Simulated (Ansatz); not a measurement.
**Pd: 5 runs along one coordinate**

System: Pd (I4/mmm, 1 atom in the cell).
Method: DFT LDA, scalar-relativistic, plane waves, PAW, no spin polarisation (Ansatz 0.2.0).

The 5 runs differ only in the geometry, by a strain of the cell at fixed fractional positions. Against run 3, the strain is εzz = η. The structure derives from an entry of the Crystallography Open Database.

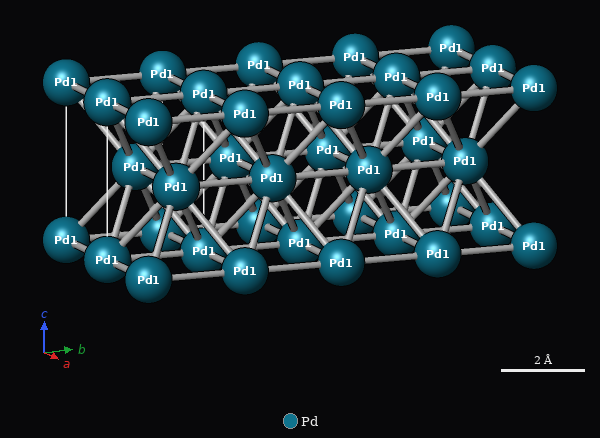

Figure 1. The structure of run 3 (ball-and-stick view of the cell 2 times as large as that of the calculation, set on its symmetry axes, repeated 2 × 4 × 1, seen slightly off an axis; atoms are numbered from 1 in the order of the input).

### Input of run 3
```yaml
crystal:
  lattice:
    - [0.0, 1.789308, 1.9449]
    - [1.789308, 0.0, 1.9449]
    - [1.789308, 1.789308, 0.0]
  atoms:
    - { symbol: Pd, position: [0.0, 0.0, 0.0] }
basis:
  ecutwfc: 420
kpoints:
  mp_grid: { grid: [20, 20, 20] }
hamiltonian:
  xc: lda
scf:
  occupations: { method: gaussian, width: 0.15 }
output:
  forces: true
  stress: true
  eigenvalues: true
```

Command:
```bash
ansatz run input.yaml --threads 1 --pin off --max-ram 1228MiB --backend cpu --events-out ev --progress --plain --runs-dir out
```

Lattice vectors (Å) and fractional positions of run 3:
```
   0.000000    1.789308    1.944900
   1.789308    0.000000    1.944900
   1.789308    1.789308    0.000000
Pd  0.000000  0.000000  0.000000
```

Run 4 differs from it as follows:
```diff
-    - [0.0, 1.789308, 1.9449]
-    - [1.789308, 0.0, 1.9449]
+    - [0.0, 1.789308, 2.022696]
+    - [1.789308, 0.0, 2.022696]
```

### Results, with one run withheld

| run | strain parameter η (%) | free energy per atom, from the lowest run given (meV) | pressure (GPa) |
| --- | --- | --- | --- |
| 1 | −8.0000 | 454.26 | 83.72 |
| 2 | −4.0000 | 239.41 | 60.07 |
| 3 | 0.0000 | 102.20 | 41.63 |
| 4 | 4.0000 | ? | ? |
| 5 | 8.0000 | 0.00 | 16.24 |

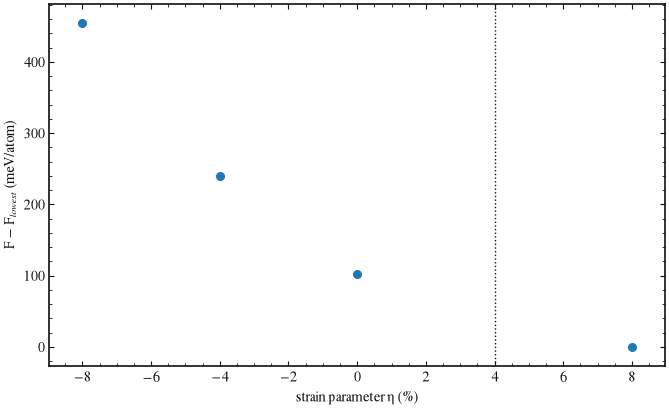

Figure 2. Free energy per atom of the runs given; the dotted line marks run 4.

Estimate the energy of run 4 from the others.

A quadratic polynomial in the coordinate, fitted to the 4 runs given, misses them by at most 4.42 meV per atom. With x = η + 1.0000, it reads F = 129.14 − 32.244 x + 1.9951 x² (meV per atom). At run 4 it gives 17.80 meV per atom, and the run itself gives 26.15. The fit has its minimum at η = 7.0808 %. So low a polynomial doesn't follow these energies more closely.

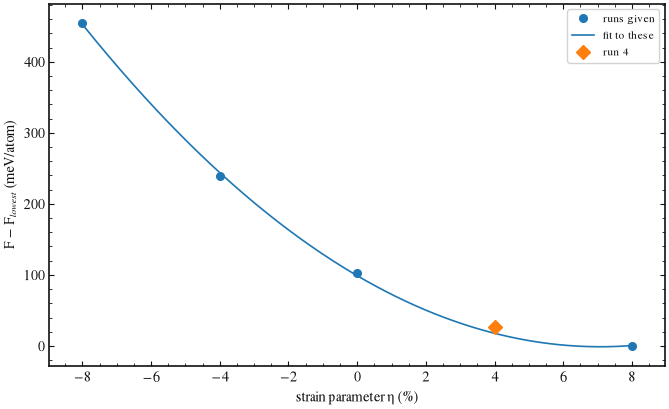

Figure 3. The fit and the withheld run.

### Output, shortened to warnings, some set-up lines, iterations and results (run 4)
```
Basis set: ecut = 420 eV, 263 PW (Γ)
Symmetry: 16 space group operations
k-points: 641 of 8000
Initial density: superposition of atomic densities (neutral atoms: chi_scale 0, normalization atom), corrected by the library's trained network
[...]
SCF iter   1: F=—  HF=-6844.461828 eV  |F-HF|=—  |Δ(HF+E_count)|=         —  Δρ=1.12e-2  dr2=1.05e-2  ethr=1.77e-3  ⟨swp⟩=5.0  Hψ=48042  notcnv=0
SCF iter   2: F=—  HF=-6844.459174 eV  |F-HF|=—  |Δ(HF+E_count)|=   2.65e-3  Δρ=4.79e-3  dr2=1.78e-3  ethr=5.84e-5  ⟨swp⟩=2.5  Hψ=17314  notcnv=0
SCF iter   3: F=—  HF=-6844.458639 eV  |F-HF|=—  |Δ(HF+E_count)|=   5.35e-4  Δρ=2.03e-3  dr2=9.15e-5  ethr=9.90e-6  ⟨swp⟩=2.1  Hψ=11527  notcnv=0
SCF iter   4: F=—  HF=-6844.458635 eV  |F-HF|=—  |Δ(HF+E_count)|=   4.16e-6  Δρ=9.99e-5  dr2=3.46e-7  ethr=5.08e-7  ⟨swp⟩=1.0  Hψ=8371  notcnv=0
SCF iter   5: F=-6844.458635 eV  HF=-6844.458635 eV  |F-HF|=9.98e-10  |Δ(HF+E_count)|=   1.44e-7  Δρ=2.32e-5  dr2=2.19e-8  ethr=1.92e-9  ⟨swp⟩=2.5  Hψ=13031  notcnv=0
SCF iter   6: F=-6844.458635 eV  HF=-6844.458635 eV  |F-HF|=8.73e-11  |Δ(HF+E_count)|=   1.81e-9  Δρ=2.42e-6  dr2=2.10e-10  ethr=1.22e-10  ⟨swp⟩=2.1  Hψ=25236  notcnv=0
SCF 1 converged in 6 iterations: F = -6844.458635 eV  dr2 = 2.10e-10
SCF converged after 6 iterations
Free energy (F): -6844.458635 eV
Harris-Foulkes:  -6844.458635 eV  (|F-HF|=8.73e-11)
Internal energy: -6844.439071 eV  (E = F + TS)
E sigma→0 (E₀):  -6844.448853 eV
Entropy (-TS):   -0.019565 eV (-19.565 meV/atom)
Fermi energy:    23.167718 eV
--- Per-component energies (eV) ---
  E_band       = -84.352795
  E_kinetic    = 517.597377
  E_local      = -1571.735722  (includes V_loc(G=0)·N_el)
  E_nonlocal   = 222.860555
  E_hartree    = 646.444245
  E_xc         = -169.481287
  E_vxc        = -213.689823  (∫ρ·V_xc dr)
  E_paw        = -3623.047599  (= ΣΔE_a)
  E_vpaw       = -332.273690  (= ΣTr[D̂ρ^β])
  E_aug_tail   = 0.000219  (compensation charges beyond the density's cutoff)
  E_ewald      = -2867.757593
  E_core_change = 0.680734  (= ΣΔE_core)
  E_smearing   = -0.019565  (= −TS)
  E_closure    = 0.000000  (closes the sum)
  Σ components = -6844.458635   (vs F -6844.458635, Δ=0.00e0)
--- Forces (eV/Å), atoms counted from 1 ---
  atom   1  Pd     0.00000000     0.00000000     0.00000000
  max |Σ_I F_I| component: 1.97e-31 eV/Å
--- Stress (GPa, compression-positive) ---
       32.957520       0.000000       0.000000
        0.000000      32.957520       0.000000
        0.000000       0.000000      15.910110
  P = ⅓ Tr σ = 27.2750 GPa (272.750 kbar)
```
